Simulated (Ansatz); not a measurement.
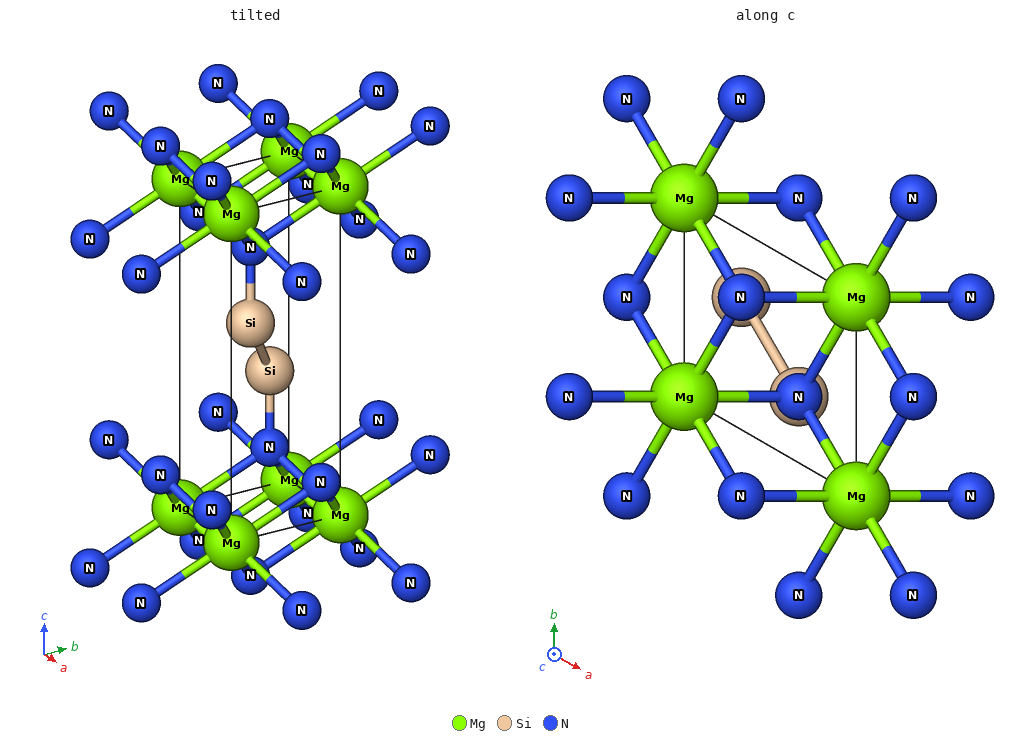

Crystal structure, ball-and-stick style, seen slightly off an axis and along the c axis. The frame is the conventional unit cell; atoms at its boundary are shown with their periodic copies. Some atoms of the next cells are drawn as well. Cell: a = 3.39 Å, b = 3.39 Å, c = 6.98 Å, α = 90.00°, β = 90.00°, γ = 120.00°.

The starting point was a random cell made by a generator, so it need not be a real form of the compound. Earlier steps of the study may have refined or changed the cell and positions. It went into a calculation with Ansatz.

> What is this?

It has the composition MgSi$_{2}$N$_{2}$. Space group: P-3m1 (No. 164). Lattice: primitive hexagonal. The structure is of the kind named CaAl₂Si₂ type. Counting shared atoms by their share gives 1 Mg, 2 Si, 2 N, or 5 atoms. The Mg atoms are each bonded to six N in a distorted octahedral arrangement at about 2.3 Å. The coordination shell of Si holds three Si and one N (about 2.4 Å to Si, 1.6 Å to N). Each N has three Mg and one Si in a distorted tetrahedral arrangement (about 2.3 Å to Mg, 1.6 Å to Si). The bonds build a three-dimensional framework.

All computed values are from Ansatz 0.2.0, DFT PBE, scalar-relativistic, plane waves, PAW. Settings: a cutoff energy of 420 eV, a 12×12×6 k-point mesh, Gaussian smearing of 0.1 eV, no spin polarisation.

> Is it conducting or gapped at this level?

A metal: bands cross the Fermi level.

> State the Bader charges by element.

Mg +1.71 e; Si +1.08 e; N -1.94 e.

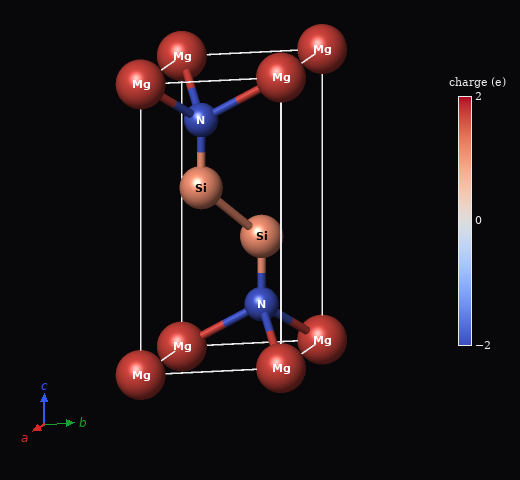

The atoms coloured by those charges. The run's cell of 5 atoms is drawn.

> Is the structure in equilibrium?

Yes. All forces vanish to within 0.01 eV/Å. The pressure is 0.0 GPa, close to zero.
